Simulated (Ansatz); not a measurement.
Input

```
crystal:
  lattice:
    - [-0.0002081789, 5.4859672711, 5.4860569886]
    - [5.4866988694, -0.0009397772, 5.486788587]
    - [5.4857590922, 5.4857590922, 0.0]
  atoms:
    - { symbol: Ge, position: [0.3765418262, 0.3765362549, 0.3704940075] }
    - { symbol: Ge, position: [0.3765418262, 0.3765362549, 0.8764279114] }
    - { symbol: Ge, position: [0.3751323764, 0.8749537085, 0.3749569576] }
    - { symbol: Si, position: [0.3764228543, 0.8707824278, 0.8763973589] }
    - { symbol: Si, position: [0.8748955431, 0.3752065555, 0.3749489507] }
    - { symbol: Si, position: [0.8707630247, 0.3764229498, 0.8764070127] }
    - { symbol: Si, position: [0.8749339961, 0.8749675666, 0.3749112587] }
    - { symbol: Si, position: [0.8749339961, 0.8749675666, 0.8751871785] }
    - { symbol: Si, position: [0.2458808308, 0.251266829, 0.2514261701] }
    - { symbol: Ge, position: [0.2469317685, 0.2470686942, 0.7529997687] }
    - { symbol: Si, position: [0.2471107024, 0.7528169125, 0.247357456] }
    - { symbol: Si, position: [0.2471107024, 0.7528169125, 0.7527149291] }
    - { symbol: Si, position: [0.7542368596, 0.2484985767, 0.2485224297] }
    - { symbol: Si, position: [0.7542368596, 0.2484985767, 0.748742134] }
    - { symbol: Si, position: [0.7541452711, 0.7487567387, 0.2485489951] }
    - { symbol: Si, position: [0.7501815625, 0.749903475, 0.7499574812] }
basis:
  ecutwfc: 500
kpoints:
  mp_grid: { grid: [6, 6, 6] }
  band_path: { path: [[0.0, 0.0, 0.0], [0.0, 0.135417, 0.135417]], npoints: 1 }
hamiltonian:
  xc: r2scan
scf:
  occupations: { method: gaussian, width: 0.02 }
  n_extra_bands: 11
output:
  forces: true
  stress: true
  eigenvalues: true
  write_density: true
  write_potential: true
  elf: true
  volumetric_format: npy
```

Run with:

```sh
ansatz run input.yaml --threads 4 --pin off --max-ram 10240MiB --backend cpu --events-out ev --progress --plain --runs-dir out
```

Below, planes, directions and counts refer to the conventional cell (a = 13.44 Å, b = 7.76 Å, c = 7.76 Å, α = 90.00°, β = 125.26°, γ = 90.00°).

Space group Cm; a generated structure, not necessarily the stable one.

Method: DFT r2SCAN, scalar-relativistic, plane waves, PAW in Ansatz 0.2.0.

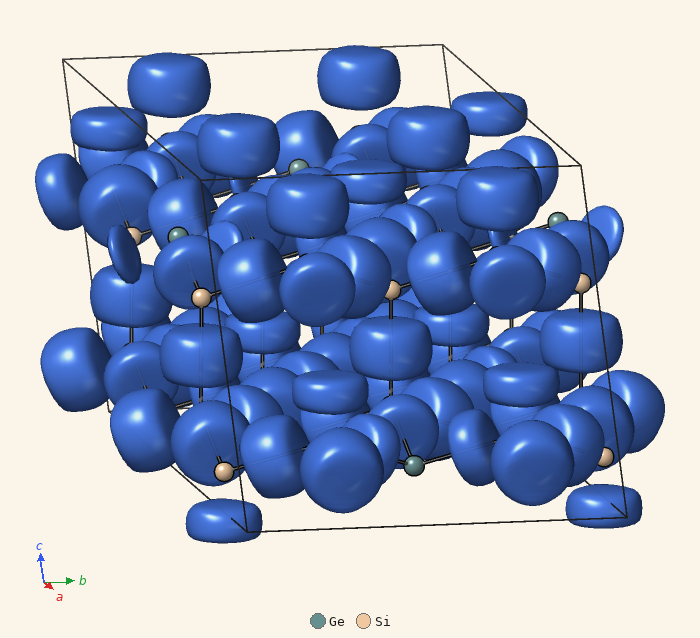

Si3Ge. Isosurface of the ELF at 0.7 (blue), seen slightly off an axis. Core shells and regions of very low density are left out. Sticks mark near contacts.

Core electrons are frozen (PAW), and the valence fields are smoothed inside the atomic spheres.

**Where are the electrons localised?**

At this value the surface marks out four regions between bonded Ge–Ge atoms (shared pairs), 24 regions between bonded Ge–Si atoms (shared pairs) and 36 regions between bonded Si–Si atoms (shared pairs), counted in one cell of 32 atoms. Regions shared between cells count once.

Values along the shortest contacts:
Si–Si (2.35 Å): the ELF peaks at about 0.95 between the atoms, as expected for a covalent bond. Si–Ge (2.38 Å): the ELF peaks at about 0.95 between the atoms (a covalent bond).

**Metal or insulator at this level of theory?**

It is gapped, with a Kohn–Sham gap of 0.70 eV on the k-point mesh, an upper bound to the gap of this method.
